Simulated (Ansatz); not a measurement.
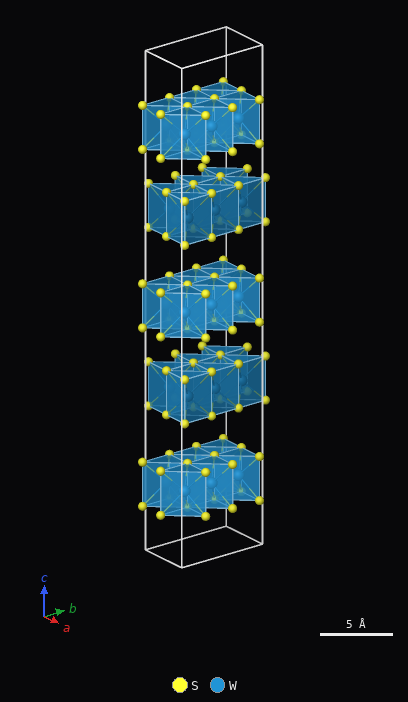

The structure as given in the input (polyhedral view of the 2 × 3 repeat of the cell, with the vacuum cut short, seen slightly off an axis; polyhedra are completed across the faces of the cell). An atom can appear more than once, as a periodic image.

**Geometry relaxation, with input and output: WS2 (part 1 of 2)**

System: WS2 (slab, 15 atoms in the cell).
Method: DFT PBEsol, scalar-relativistic, plane waves, PAW, no spin polarisation (Ansatz 0.2.0).

The structure derives from an entry of the Crystallography Open Database. It belongs to a series of runs on one base structure; here: (0 0 1) slab, atoms relaxed.

**Output**
```
Engine: ansatz 0.2.0, x86_64-unknown-linux-gnu
Pseudopotentials: kind: paw
Pseudopotential: S, paw, valence charge 6, recommended cutoff 420 eV (normal), S.paw.azcp
Pseudopotential: W, paw, valence charge 14, recommended cutoff 420 eV (normal), W.paw.azcp
Functional definition: PBEsol
  exchange = pbesol_x
  correlation = pbesol_c
Crystal: 15 atoms, lattice volume = 373.043 Å³
Basis set: ecut = 420 eV, 7237 PW (Γ), exchange–correlation on 48×48×600 points (8 copies of the dense FFT grid, shifted against one another)
Bands: 80, of which v1, the nominal top of the filled ones, is band 65 counted from 1 (64 counted from 0)
Symmetry: 6 space group operations
k-points: 12 of 81 (time reversal used)
Non-local potential: S, projectors of the file, l = 0: 2, l = 1: 2, l = 2: 2
Non-local potential: W, projectors of the file, l = 0: 3, l = 1: 2, l = 2: 2, l = 3: 1
PAW form: soft (Blöchl's): semilocal exchange-correlation on the pseudo side does not see the compensation charge
PAW frozen core: S, regenerated for the run's functional, and the local potential with it (the file was generated under x = pbe(κ = 0.804, μ = 0.2195149727645171), c = pbe(β = 0.06672455060314922))
PAW frozen core: W, regenerated for the run's functional, and the local potential with it (the file was generated under x = pbe(κ = 0.804, μ = 0.2195149727645171), c = pbe(β = 0.06672455060314922))
PAW one-centre angular grid: S, 110 points (default); XC on 64 Gauss nodes
PAW one-centre angular grid: W, 590 points (default); XC on 64 Gauss nodes
Initial density: superposition of atomic densities (neutral atoms: chi_scale 0, normalization atom), corrected by the library's trained network
Initial wavefunctions: pseudopotential atomic-orbital guess
Functional: x = pbesol(κ = 0.804, μ = 0.12345679012345678), c = pbesol(β = 0.046)
SCF iter   1: F=—  HF=-60145.421030 eV  |F-HF|=—  |Δ(HF+E_count)|=         —  Δρ=7.58e-3  dr2=4.44e-1  ethr=1.77e-3  p=0.000 e·Å  D=4.77e-13 V/Å  ΔV_dip=-0.00 eV  dr2_dipole=7.54e-7  V_vac-E_F(+/−)=4.75/4.75 eV  ⟨swp⟩=7.4  Hψ=4455  notcnv=0
efield: sawtooth ramp at fractional position 0.9800 (placed from the atoms, in the widest stretch of the axis that holds none; the zero of the levels goes with the place), width 0.0400; the density the first Hamiltonian is built on has a dipole p = 0.000 e·Å; the dipole correction subtracts the counter field D = 4.77e-13 V/Å, which shifts the + side's vacuum level by -0.00 eV against the − side's; the planar-averaged density in the ramp window peaks in size at 4.5e-5 e/Å³
preconditioner: auto → Resta (q_TF=auto, 2.289 Å⁻¹)  ε∞=5.7  [insulator: Δε(μ)=1.243 eV  Ē_g=8.403 eV  σ=0.050 eV  W_gap=1.00  n_scr=30 (ndim 8)  ℏωp=18.2 eV  f_vac=0.276  D(μ)=0.00/eV (n_scr^D=0)  ε∞_Penn≈5.7  vacuum switching on, ρ_ref=5.1e-3 e/Å³]
SCF iter   2: F=—  HF=-60145.369776 eV  |F-HF|=—  |Δ(HF+E_count)|=   5.13e-2  Δρ=2.94e-3  dr2=3.05e-2  ethr=3.41e-4  p=-0.000 e·Å  D=-7.60e-5 V/Å  ΔV_dip=0.00 eV  dr2_dipole=4.28e-7  V_vac-E_F(+/−)=4.73/4.73 eV  ⟨swp⟩=3.6  Hψ=1683  notcnv=0  defer=94
SCF iter   3: F=—  HF=-60145.371189 eV  |F-HF|=—  |Δ(HF+E_count)|=   1.41e-3  Δρ=1.67e-3  dr2=5.36e-3  ethr=2.34e-5  p=-0.000 e·Å  D=-2.82e-5 V/Å  ΔV_dip=0.00 eV  dr2_dipole=5.82e-9  V_vac-E_F(+/−)=4.69/4.69 eV  ⟨swp⟩=2.0  Hψ=1308  notcnv=0  defer=94
SCF iter   4: F=—  HF=-60145.373852 eV  |F-HF|=—  |Δ(HF+E_count)|=   2.66e-3  Δρ=2.20e-4  dr2=4.99e-4  ethr=4.13e-6  p=-0.000 e·Å  D=-2.56e-5 V/Å  ΔV_dip=0.00 eV  dr2_dipole=1.27e-7  V_vac-E_F(+/−)=4.65/4.65 eV  ⟨swp⟩=2.8  Hψ=1937  notcnv=0  defer=94
SCF iter   5: F=—  HF=-60145.373886 eV  |F-HF|=—  |Δ(HF+E_count)|=   3.37e-5  Δρ=9.19e-5  dr2=1.25e-4  ethr=3.84e-7  p=0.000 e·Å  D=1.42e-5 V/Å  ΔV_dip=-0.00 eV  dr2_dipole=4.27e-8  V_vac-E_F(+/−)=4.62/4.62 eV  ⟨swp⟩=2.2  Hψ=1282  notcnv=0  defer=94
SCF iter   6: F=—  HF=-60145.373899 eV  |F-HF|=—  |Δ(HF+E_count)|=   1.33e-5  Δρ=4.57e-5  dr2=1.46e-5  ethr=9.61e-8  p=-0.000 e·Å  D=-6.27e-6 V/Å  ΔV_dip=0.00 eV  dr2_dipole=2.09e-9  V_vac-E_F(+/−)=4.62/4.62 eV  ⟨swp⟩=2.0  Hψ=1310  notcnv=0  defer=94
SCF iter   7: F=-60145.373898 eV  HF=-60145.373898 eV  |F-HF|=4.06e-7  |Δ(HF+E_count)|=   1.05e-6  Δρ=1.76e-5  dr2=2.50e-6  ethr=7.69e-9  p=-0.000 e·Å  D=-2.12e-6 V/Å  ΔV_dip=0.00 eV  dr2_dipole=6.57e-11  V_vac-E_F(+/−)=4.62/4.62 eV  ⟨swp⟩=12.6  Hψ=4734  notcnv=0
SCF 1 converged in 7 iterations: F = -60145.373898 eV  dr2 = 2.50e-6
  greatest PAW one-centre occupation: 1.000 electrons in one spin orbital (limit 2), on the W atom at site 13 (counted from 0), in its partial waves of l = 0
relax step   1: F+E_penalty+E_count = -60145.37389799 eV  Δ(F+E_penalty+E_count) = +0.000e0 eV  max|allowed force component| = 1.989e-2 eV/Å  Δτ_max = 0.0000 Å  (7 SCF iters, dr2 threshold 1.00e-5 eV, accepted)
Initial density: handed on by an earlier stage of this run
Initial wavefunctions: those handed on with the density
iter 1 solved again at ethr=1.92e-9 eV; its pass at ethr=3.10e-3 eV (dr2=2.49e-6 eV) is discarded
SCF iter   1: F=—  HF=-60145.373918 eV  |F-HF|=—  |Δ(HF+E_count)|=         —  Δρ=1.76e-5  dr2=2.49e-6  ethr=1.92e-9  p=-0.000 e·Å  D=-2.12e-6 V/Å  ΔV_dip=0.00 eV  dr2_dipole=5.46e-11  V_vac-E_F(+/−)=4.62/4.62 eV  ⟨swp⟩=1.0  Hψ=2304  notcnv=0
efield: sawtooth ramp at fractional position 0.9800 (handed on by an earlier solve), width 0.0400; the density the first Hamiltonian is built on has a dipole p = -0.000 e·Å; the dipole correction subtracts the counter field D = -2.12e-6 V/Å, which shifts the + side's vacuum level by +0.00 eV against the − side's; the planar-averaged density in the ramp window peaks in size at 1.4e-6 e/Å³
preconditioner: auto → Resta (q_TF=auto, 2.289 Å⁻¹)  ε∞=5.6  [insulator: Δε(μ)=1.296 eV  Ē_g=8.471 eV  σ=0.050 eV  W_gap=1.00  n_scr=30 (ndim 8)  ℏωp=18.2 eV  f_vac=0.278  D(μ)=0.00/eV (n_scr^D=0)  ε∞_Penn≈5.6  vacuum switching on, ρ_ref=5.2e-3 e/Å³]
SCF iter   2: F=—  HF=-60145.373899 eV  |F-HF|=—  |Δ(HF+E_count)|=   1.98e-5  Δρ=9.80e-6  dr2=9.02e-7  ethr=1.91e-9  p=-0.000 e·Å  D=-1.44e-6 V/Å  ΔV_dip=0.00 eV  dr2_dipole=1.88e-11  V_vac-E_F(+/−)=4.61/4.61 eV  ⟨swp⟩=2.2  Hψ=1125  notcnv=0
SCF iter   3: F=—  HF=-60145.373899 eV  |F-HF|=—  |Δ(HF+E_count)|=   3.15e-7  Δρ=5.96e-6  dr2=4.28e-7  ethr=6.93e-10  p=-0.000 e·Å  D=-7.93e-7 V/Å  ΔV_dip=0.00 eV  dr2_dipole=2.93e-12  V_vac-E_F(+/−)=4.61/4.61 eV  ⟨swp⟩=2.1  Hψ=1246  notcnv=0
SCF iter   4: F=-60145.373899 eV  HF=-60145.373899 eV  |F-HF|=1.60e-8  |Δ(HF+E_count)|=   8.83e-8  Δρ=1.83e-6  dr2=4.70e-8  ethr=7.69e-11  p=-0.000 e·Å  D=-3.10e-7 V/Å  ΔV_dip=0.00 eV  dr2_dipole=1.09e-12  V_vac-E_F(+/−)=4.61/4.61 eV  ⟨swp⟩=4.9  Hψ=4119  notcnv=0
SCF 2 converged in 4 iterations: F = -60145.373899 eV  dr2 = 4.70e-8
  greatest PAW one-centre occupation: 1.000 electrons in one spin orbital (limit 2), on the W atom at site 1 (counted from 0), in its partial waves of l = 0
relax step   2: F+E_penalty+E_count = -60145.37389893 eV  Δ(F+E_penalty+E_count) = -9.415e-7 eV  max|allowed force component| = 1.978e-2 eV/Å  Δτ_max = 0.0000 Å  (4 SCF iters, accepted)
```

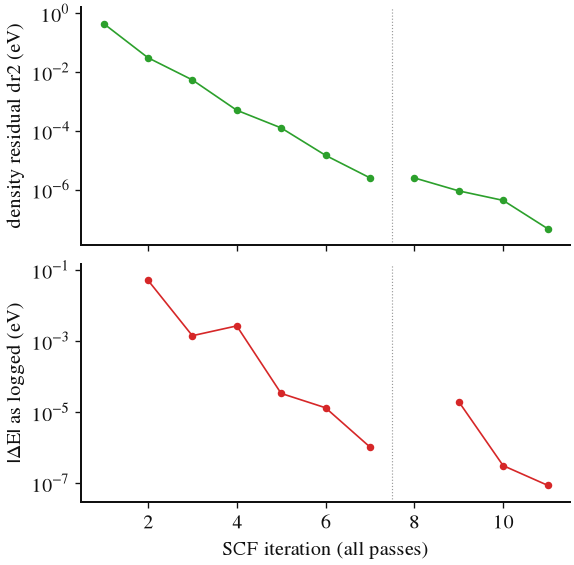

Convergence of the self-consistent field: density residual dr2 and size of the energy change against the SCF iteration. The dotted lines part the SCF passes of the relaxation: geometry steps, rejected trials and re-solves on a re-selected basis. The passes take 7 and 4 iterations.

```
SCF converged after 4 iterations
Free energy (F): -60145.373899 eV
Harris-Foulkes:  -60145.373899 eV  (|F-HF|=1.60e-8)
Internal energy: -60145.373899 eV  (E = F + TS)
E sigma→0 (E₀):  -60145.373899 eV
Fermi energy:    7.307310 eV
Dipole field:    D = 0.000001 V/Å  (p = 0.000001 e·Å, saw-weighted, corrected)
Work function:   Φ+ = 4.6110 eV   Φ− = 4.6110 eV
Levels:          The Fermi level and band energies are counted from a zero that moves with the ramp; work functions are not
--- Per-component energies (eV) ---
  E_band       = -1567.854202
  E_kinetic    = 3334.811640
  E_local      = -110565.621650  (includes V_loc(G=0)·N_el)
  E_nonlocal   = 301.618031
  E_hartree    = 54061.844855
  E_xc         = -2293.736925
  E_vxc        = -2075.203016  (∫ρ·V_xc dr)
  E_paw        = -48022.650844  (= ΣΔE_a)
  E_vpaw       = -687.106062  (= ΣTr[D̂ρ^β])
  E_aug_tail   = -0.000331  (compensation charges beyond the density's cutoff)
  E_efield     = 0.000000  (sawtooth field / dipole correction)
  E_vefield    = 0.000000  (∫n·V_field dr)
  E_ewald      = 43036.632871
  E_core_change = 1.728454  (= ΣΔE_core)
  E_smearing   = -0.000000  (= −TS)
  E_closure    = -0.000000  (closes the sum)
  Σ components = -60145.373899   (vs F -60145.373899, Δ=0.00e0)
--- Forces (eV/Å), atoms counted from 1 ---
  atom   1  S     -0.00000000    -0.00000000     0.01835131
  atom   2  W     -0.00000000     0.00000000    -0.01978205
  atom   3  S     -0.00000000    -0.00000000     0.00152438
  atom   4  S      0.00000000     0.00000000    -0.00071321
  atom   5  W      0.00000000    -0.00000000    -0.00016258
  atom   6  S      0.00000000     0.00000000     0.00040795
  atom   7  S     -0.00000000    -0.00000000    -0.00041310
  atom   8  W     -0.00000000     0.00000000    -0.00000059
  atom   9  S     -0.00000000    -0.00000000     0.00041379
  atom  10  S      0.00000000     0.00000000    -0.00040850
  atom  11  W      0.00000000    -0.00000000     0.00016293
  atom  12  S      0.00000000     0.00000000     0.00071439
  atom  13  S     -0.00000000    -0.00000000    -0.00152819
  atom  14  W     -0.00000000     0.00000000     0.01978250
  atom  15  S     -0.00000000    -0.00000000    -0.01834721
  max |Σ_I F_I| component: 1.82e-6 eV/Å
--- Band table (eV; the first three rows and the last of 12) ---
  k-point 0: bands = ["-67.6663", "-67.6662", "-67.6662", "-67.6650", "-67.6650", "-31.9808", "-31.9807", "-31.9807", "-31.9794", "-31.9793", "-31.7832", "-31.7832", "-31.7831", "-31.7831", "-31.7831", "-31.7831", "-31.7816", "-31.7816", "-31.7816", "-31.7816", "-8.7958", "-8.7664", "-8.7262", "-8.6866", "-8.6587", "-7.1681", "-7.1061", "-7.0262", "-6.9513", "-6.8994", "-0.7064", "-0.5659", "-0.3662", "-0.1560", "0.0048", "3.1984", "3.3184", "3.3184", "3.3208", "3.3208", "3.3237", "3.3237", "3.3267", "3.3267", "3.3270", "3.3270", "3.5002", "3.9237", "4.3982", "4.5916", "4.5916", "4.5989", "4.5989", "4.6081", "4.6081", "4.6160", "4.6160", "4.6205", "4.6205", "4.8431", "5.6906", "5.9925", "6.2960", "6.5243", "6.6615", "9.1536", "9.1536", "9.1537", "9.1537", "9.1565", "9.1565", "9.1622", "9.1622", "9.1635", "9.1635", "9.2792", "9.2792", "9.3062", "9.3062", "9.3386"]
  k-point 1: bands = ["-67.6639", "-67.6639", "-67.6639", "-67.6627", "-67.6627", "-31.9724", "-31.9724", "-31.9724", "-31.9710", "-31.9710", "-31.8289", "-31.8289", "-31.8288", "-31.8273", "-31.8273", "-31.7937", "-31.7937", "-31.7937", "-31.7922", "-31.7921", "-8.5829", "-8.5536", "-8.5134", "-8.4737", "-8.4458", "-7.0821", "-7.0230", "-6.9473", "-6.8767", "-6.8281", "-0.4566", "-0.3187", "-0.1209", "0.0898", "0.2529", "2.7939", "2.7983", "2.8041", "2.8084", "2.8120", "2.8620", "3.0974", "3.3820", "3.5242", "3.5281", "3.5329", "3.5369", "3.5383", "3.6183", "3.7541", "4.2699", "4.2784", "4.2889", "4.2981", "4.3035", "4.6310", "4.6768", "4.7782", "4.9633", "5.2151", "5.6836", "5.9170", "6.1255", "6.2677", "6.3463", "8.7936", "8.8307", "8.8880", "8.9473", "8.9907", "8.9970", "9.0808", "9.0909", "9.0913", "9.0948", "9.0950", "9.1085", "9.1465", "9.1847", "9.2123"]
```
